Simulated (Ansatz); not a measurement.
# Geometry relaxation, with input and output: TaN (part 2 of 2)

TaN (P-62m, 12 atoms in the cell); DFT, PBEsol, plane waves, PAW, no spin polarisation (Ansatz 0.2.0); cutoff 420 eV, 3×3×3 k-mesh, Gaussian smearing of 0.1 eV. The structure derives from an entry of the Crystallography Open Database. The settings are looser than a standard set-up, so the numbers are not reference values.

Geometry of the input (Å; fractional positions):
```
2.5895  -4.4851  0.0000
-5.1789  0.0000  0.0000
0.0000  0.0000  -5.7920
Ta 0.3333  0.6667  0.2500
Ta 0.3333  0.6667  0.7500
Ta 0.6667  0.3333  0.2500
Ta 0.6667  0.3333  0.7500
Ta 1.0000  -0.0000  0.5000
Ta 1.0000  -0.0000  0.0000
N  1.0000  0.6066  0.5000
N  1.0000  0.6066  0.0000
N  0.3934  0.3934  0.5000
N  0.3934  0.3934  0.0000
N  0.6066  -0.0000  0.5000
N  0.6066  -0.0000  0.0000
```

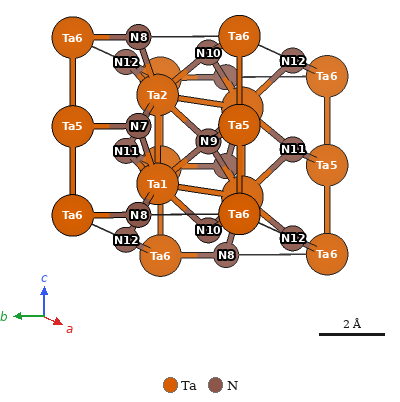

Fig. 1: The geometry at step 3 of the log (ball-and-stick view of the cell of the calculation, seen at an oblique angle; atoms are numbered from 1 in the order of the input).

```
basis re-selected at this cell: Δ(F+E_penalty+E_count) = -1.496e-4 eV, ΔP = +0.001 GPa vs the last step (what re-selecting the basis moved, of the pressure what is left beyond the Pulay correction that the steps carried, after the strain that the cell walked since its last selection, with what the two solves' SCF thresholds leave and, on support functions, any second-order correction that the steps lacked; it is no measure of the basis error at this ecutwfc). This SCF's stress stands 1.73e-2 GPa from its target on what of the cell is left free (relax.cell.stress_tol is 1.50e-1 GPa) and its largest allowed force component is 3.79e-4 eV/Å (relax.f_tol is 1.50e-2 eV/Å): within both
SCF converged after 7 iterations
Free energy (F): -61125.917861 eV
Harris-Foulkes:  -61125.917861 eV  (|F-HF|=0.00e0)
Internal energy: -61125.917861 eV  (E = F + TS)
E sigma→0 (E₀):  -61125.917861 eV
Entropy (-TS):   -0.000000 eV (-0.000 meV/atom)
Fermi energy:    19.762109 eV
--- Per-component energies (eV) ---
  E_band       = -425.221411
  E_kinetic    = 2997.826572
  E_local      = -4029.315701  (includes V_loc(G=0)·N_el)
  E_nonlocal   = 377.978622
  E_hartree    = 1364.257041
  E_xc         = -1666.699379
  E_vxc        = -1689.053234  (∫ρ·V_xc dr)
  E_paw        = -50373.481413  (= ΣΔE_a)
  E_vpaw       = -811.173425  (= ΣTr[D̂ρ^β])
  E_aug_tail   = 0.001670  (compensation charges beyond the density's cutoff)
  E_ewald      = -9797.935745
  E_core_change = 1.450472  (= ΣΔE_core)
  E_smearing   = -0.000000  (= −TS)
  E_closure    = -0.000000  (closes the sum)
  Σ components = -61125.917861   (vs F -61125.917861, Δ=0.00e0)
--- Forces (eV/Å), atoms counted from 1 ---
  atom   1  Ta    -0.00000000    -0.00000000     0.00000000
  atom   2  Ta    -0.00000000    -0.00000000     0.00000000
  atom   3  Ta    -0.00000000     0.00000000    -0.00000000
  atom   4  Ta    -0.00000000     0.00000000    -0.00000000
  atom   5  Ta    -0.00000000     0.00000000    -0.00000000
  atom   6  Ta    -0.00000000    -0.00000000    -0.00000000
  atom   7  N     -0.00037949    -0.00000000     0.00000000
  atom   8  N     -0.00037949    -0.00000000     0.00000000
  atom   9  N      0.00018974     0.00032865     0.00000000
  atom  10  N      0.00018974     0.00032865     0.00000000
  atom  11  N      0.00018974    -0.00032865     0.00000000
  atom  12  N      0.00018974    -0.00032865     0.00000000
  max |Σ_I F_I| component: 3.07e-16 eV/Å
--- Stress (GPa, compression-positive) ---
        0.017336      -0.000000       0.000000
        0.000000       0.017336      -0.000000
        0.000000      -0.000000      -0.009266
  P = ⅓ Tr σ = 0.0085 GPa (0.085 kbar)
--- Band table (eV; the first three rows and the last of 6) ---
  k-point 0: bands = ["-49.4638", "-49.4172", "-49.4126", "-49.3679", "-48.8307", "-48.7868", "-16.6829", "-16.4809", "-16.3156", "-16.3156", "-16.1505", "-16.1505", "-15.9531", "-15.9531", "-15.7591", "-15.7591", "-15.7512", "-15.6391", "-15.5621", "-15.5171", "-15.5171", "-15.5088", "-15.5088", "-14.8366", "1.4313", "3.5749", "3.5749", "3.8366", "4.2174", "4.2174", "10.3012", "10.7078", "11.7989", "11.7989", "12.5073", "12.5073", "13.1592", "13.1592", "13.2627", "14.0521", "14.0521", "14.4500", "14.7430", "14.7430", "15.3038", "15.3038", "15.4886", "15.5663", "16.5291", "16.8919", "16.8919", "17.8186", "18.8692", "18.8692", "20.4654", "20.4654", "21.5850", "21.7384", "21.7384", "21.8045", "21.8045", "21.9438", "21.9844", "21.9844", "22.3205", "23.0762"]
  k-point 1: bands = ["-49.4511", "-49.4255", "-49.4049", "-49.3803", "-48.8197", "-48.7978", "-16.4629", "-16.2803", "-16.2751", "-16.2751", "-16.1925", "-16.1925", "-15.9979", "-15.9102", "-15.9102", "-15.8600", "-15.8150", "-15.8150", "-15.5081", "-15.5081", "-15.5058", "-15.5058", "-15.3880", "-15.0256", "1.9579", "3.1295", "3.7458", "3.7458", "4.0681", "4.0681", "11.2258", "11.7688", "12.0106", "12.0106", "12.6979", "12.6979", "13.0405", "13.0405", "13.2750", "13.5118", "13.8775", "13.8775", "14.4978", "14.5439", "14.5439", "14.8252", "14.8252", "15.0742", "17.4405", "17.4405", "17.5081", "18.1480", "18.1480", "19.0186", "20.1061", "21.2845", "21.2845", "21.3526", "21.3526", "21.7712", "21.8367", "21.8367", "22.0550", "22.1001", "22.1001", "22.8082"]
  k-point 2: bands = ["-49.4538", "-49.4270", "-49.4032", "-49.3774", "-48.8310", "-48.7868", "-16.6584", "-16.5260", "-16.3803", "-16.2610", "-16.1736", "-16.0966", "-15.9503", "-15.8637", "-15.8430", "-15.7349", "-15.7263", "-15.6624", "-15.5775", "-15.5330", "-15.5294", "-15.5175", "-15.4958", "-14.8389", "2.1003", "3.3940", "3.5211", "3.6924", "4.0336", "4.0962", "10.8577", "10.9335", "11.6513", "11.8563", "12.0087", "12.2704", "12.5887", "12.7529", "13.7478", "13.7560", "14.0069", "14.3523", "14.5588", "15.1250", "15.1451", "15.4361", "15.6532", "15.7126", "15.9539", "16.5891", "16.7047", "17.4843", "17.9141", "19.4136", "20.6569", "20.7227", "21.2199", "21.2896", "21.6165", "21.6678", "22.0301", "22.4858", "22.6578", "22.8946", "22.9628", "23.2507"]
  k-point 5: bands = ["-49.4279", "-49.4279", "-49.4029", "-49.4029", "-48.8201", "-48.7979", "-16.3899", "-16.3899", "-16.3227", "-16.2508", "-16.1108", "-16.1108", "-16.0038", "-16.0038", "-15.9297", "-15.9297", "-15.7921", "-15.7389", "-15.5264", "-15.5264", "-15.5069", "-15.5069", "-15.3729", "-15.0241", "3.1994", "3.1994", "3.4156", "3.7167", "3.7361", "3.7361", "11.5236", "11.5987", "11.5987", "11.6447", "11.6447", "11.8856", "12.9508", "12.9508", "13.6370", "13.7553", "13.7553", "13.8569", "14.0883", "14.8711", "14.8711", "14.9175", "15.1631", "15.1631", "17.0270", "17.7897", "17.7897", "17.8516", "17.8516", "17.9916", "20.9118", "21.2675", "21.2675", "21.4064", "21.4064", "21.5900", "22.0096", "22.2807", "22.8870", "22.8870", "22.9181", "22.9181"]
--- Relaxed structure (4 steps of the walk, 3 accepted, 1 SCFs on fresh bases) ---
  F+E_penalty+E_count = -61125.91786118 eV   max|allowed force component| = 3.795e-4 eV/Å   (the final SCF, on the basis selected at the relaxed cell)
  cell:  # Å, volume = 134.5467 Å³
    - [2.5944635539012206, -4.493742693742628, 8.811932172138028e-20]
    - [-5.188927107802441, 3.301057212306782e-35, -1.7623864344276041e-19]
    - [-1.9710153699486952e-19, 9.070786529677866e-35, -5.770151794100331]
  atoms:
    - { symbol: Ta, position: [0.3333333333333333, 0.6666666666666667, 0.25] }
    - { symbol: Ta, position: [0.3333333333333333, 0.6666666666666667, 0.75] }
    - { symbol: Ta, position: [0.6666666666666667, 0.3333333333333333, 0.25] }
    - { symbol: Ta, position: [0.6666666666666667, 0.3333333333333333, 0.75] }
    - { symbol: Ta, position: [1.0, -1.899251356783308e-20, 0.5] }
    - { symbol: Ta, position: [1.0, 5.800912950306567e-40, -3.009265538105056e-36] }
    - { symbol: N, position: [1.0, 0.606090438907866, 0.5] }
    - { symbol: N, position: [1.0, 0.606090438907866, 8.911551160416402e-21] }
    - { symbol: N, position: [0.39390956109213415, 0.39390956109213415, 0.5] }
    - { symbol: N, position: [0.39390956109213415, 0.39390956109213415, -4.455775580208205e-21] }
    - { symbol: N, position: [0.606090438907866, -1.899251356783308e-20, 0.5] }
    - { symbol: N, position: [0.606090438907866, 5.208405439364101e-40, -4.455775580208198e-21] }
```

## Trajectory as extended XYZ (Å, eV, eV/Å), 5 frames, from step=1 to step=5
```
12
Lattice="2.5895 -4.4851 0.0000 -5.1789 0.0000 0.0000 0.0000 0.0000 -5.7920" Properties=species:S:1:pos:R:3:forces:R:3 step=1 energy=-61125.91200 pressure_GPa=0.05
Ta   -2.5895   -1.4950   -1.4480    0.0000   0.0000   0.0000
Ta   -2.5895   -1.4950   -4.3440    0.0000   0.0000   0.0000
Ta    0.0000   -2.9901   -1.4480    0.0000   0.0000   0.0000
Ta    0.0000   -2.9901   -4.3440    0.0000   0.0000   0.0000
Ta    2.5895   -4.4851   -2.8960    0.0000   0.0000   0.0000
Ta    2.5895   -4.4851    0.0000    0.0000   0.0000   0.0000
N    -0.5522   -4.4851   -2.8960    0.0846   0.0000   0.0000
N    -0.5522   -4.4851    0.0000    0.0846   0.0000   0.0000
N    -1.0186   -1.7643   -2.8960   -0.0423  -0.0732   0.0000
N    -1.0186   -1.7643    0.0000   -0.0423  -0.0732   0.0000
N     1.5708   -2.7208   -2.8960   -0.0423   0.0732   0.0000
N     1.5708   -2.7208    0.0000   -0.0423   0.0732   0.0000
12
Lattice="2.6034 -4.5092 0.0000 -5.2068 0.0000 0.0000 0.0000 0.0000 -5.7352" Properties=species:S:1:pos:R:3:forces:R:3 step=2 energy=-61125.90274 pressure_GPa=0.08 accepted=F
Ta   -2.6034   -1.5031   -1.4338    0.0000   0.0000   0.0000
Ta   -2.6034   -1.5031   -4.3014    0.0000   0.0000   0.0000
Ta    0.0000   -3.0061   -1.4338    0.0000   0.0000   0.0000
Ta    0.0000   -3.0061   -4.3014    0.0000   0.0000   0.0000
Ta    2.6034   -4.5092   -2.8676    0.0000   0.0000   0.0000
Ta    2.6034   -4.5092    0.0000    0.0000   0.0000   0.0000
N    -0.5600   -4.5092   -2.8676    0.1002   0.0000   0.0000
N    -0.5600   -4.5092    0.0000    0.1002   0.0000   0.0000
N    -1.0217   -1.7696   -2.8676   -0.0501  -0.0868   0.0000
N    -1.0217   -1.7696    0.0000   -0.0501  -0.0868   0.0000
N     1.5817   -2.7396   -2.8676   -0.0501   0.0868   0.0000
N     1.5817   -2.7396    0.0000   -0.0501   0.0868   0.0000
12
Lattice="2.5945 -4.4939 0.0000 -5.1891 0.0000 0.0000 0.0000 0.0000 -5.7712" Properties=species:S:1:pos:R:3:forces:R:3 step=3 energy=-61125.91720 pressure_GPa=-0.00
Ta   -2.5945   -1.4980   -1.4428    0.0000   0.0000   0.0000
Ta   -2.5945   -1.4980   -4.3284    0.0000   0.0000   0.0000
Ta    0.0000   -2.9959   -1.4428    0.0000   0.0000   0.0000
Ta    0.0000   -2.9959   -4.3284    0.0000   0.0000   0.0000
Ta    2.5945   -4.4939   -2.8856    0.0000   0.0000   0.0000
Ta    2.5945   -4.4939    0.0000    0.0000   0.0000   0.0000
N    -0.5532   -4.4939   -2.8856    0.0522   0.0000   0.0000
N    -0.5532   -4.4939    0.0000    0.0522   0.0000   0.0000
N    -1.0207   -1.7679   -2.8856   -0.0261  -0.0452   0.0000
N    -1.0207   -1.7679    0.0000   -0.0261  -0.0452   0.0000
N     1.5739   -2.7260   -2.8856   -0.0261   0.0452   0.0000
N     1.5739   -2.7260    0.0000   -0.0261   0.0452   0.0000
12
Lattice="2.5945 -4.4937 0.0000 -5.1889 0.0000 0.0000 0.0000 0.0000 -5.7702" Properties=species:S:1:pos:R:3:forces:R:3 step=4 energy=-61125.91771 pressure_GPa=0.01
Ta   -2.5945   -1.4979   -1.4425    0.0000   0.0000   0.0000
Ta   -2.5945   -1.4979   -4.3276    0.0000   0.0000   0.0000
Ta    0.0000   -2.9958   -1.4425    0.0000   0.0000   0.0000
Ta    0.0000   -2.9958   -4.3276    0.0000   0.0000   0.0000
Ta    2.5945   -4.4937   -2.8851    0.0000   0.0000   0.0000
Ta    2.5945   -4.4937    0.0000    0.0000   0.0000   0.0000
N    -0.5505   -4.4937   -2.8851   -0.0005   0.0000   0.0000
N    -0.5505   -4.4937    0.0000   -0.0005   0.0000   0.0000
N    -1.0220   -1.7701   -2.8851    0.0002   0.0004   0.0000
N    -1.0220   -1.7701    0.0000    0.0002   0.0004   0.0000
N     1.5725   -2.7236   -2.8851    0.0002  -0.0004   0.0000
N     1.5725   -2.7236    0.0000    0.0002  -0.0004   0.0000
12
Lattice="2.5945 -4.4937 0.0000 -5.1889 0.0000 0.0000 0.0000 0.0000 -5.7702" Properties=species:S:1:pos:R:3:forces:R:3 step=5 energy=-61125.91786 pressure_GPa=0.01
Ta   -2.5945   -1.4979   -1.4425    0.0000   0.0000   0.0000
Ta   -2.5945   -1.4979   -4.3276    0.0000   0.0000   0.0000
Ta    0.0000   -2.9958   -1.4425    0.0000   0.0000   0.0000
Ta    0.0000   -2.9958   -4.3276    0.0000   0.0000   0.0000
Ta    2.5945   -4.4937   -2.8851    0.0000   0.0000   0.0000
Ta    2.5945   -4.4937    0.0000    0.0000   0.0000   0.0000
N    -0.5505   -4.4937   -2.8851   -0.0004   0.0000   0.0000
N    -0.5505   -4.4937    0.0000   -0.0004   0.0000   0.0000
N    -1.0220   -1.7701   -2.8851    0.0002   0.0003   0.0000
N    -1.0220   -1.7701    0.0000    0.0002   0.0003   0.0000
N     1.5725   -2.7236   -2.8851    0.0002  -0.0003   0.0000
N     1.5725   -2.7236    0.0000    0.0002  -0.0003   0.0000
```

## Summary

```tsv
quantity	value
outcome	converged
space group (tolerance 0.01 Å)	P-62m (189)
electrons treated	108
free energy	−61125.9179 eV
Fermi energy	19.762 eV
gap on the k-point mesh	0.69 eV
pressure	0.01 GPa
final volume	134.55 Å³
largest force (length of the vector) at the end	under 0.001 eV/Å
final cell	a = 5.189 Å, b = 5.189 Å, c = 5.770 Å, α = 90.00°, β = 90.00°, γ = 120.00°
hardware	2 threads of Arm Neoverse V1, 24 GiB of memory available, shared host
wall time	19 s (CPU time 35 s)
peak memory	0.39 GiB
```

Settings chosen away from the usual ones: kpoints.mp_grid.grid set to [3, 3, 3] (from [6, 6, 6]); scf.convergence.dr2_threshold set to 1e-06. These settings are looser than, or depart from, a standard set-up, so the numbers are not reference values for this system. Warnings of the run: the SCF threshold is loose for the printed forces; the SCF threshold is looser than advised for the printed stress. So coarse a mesh can miss the band edges, so the true gap of this method can be much smaller, or zero. Spin–orbit coupling is left out, which matters for Ta.
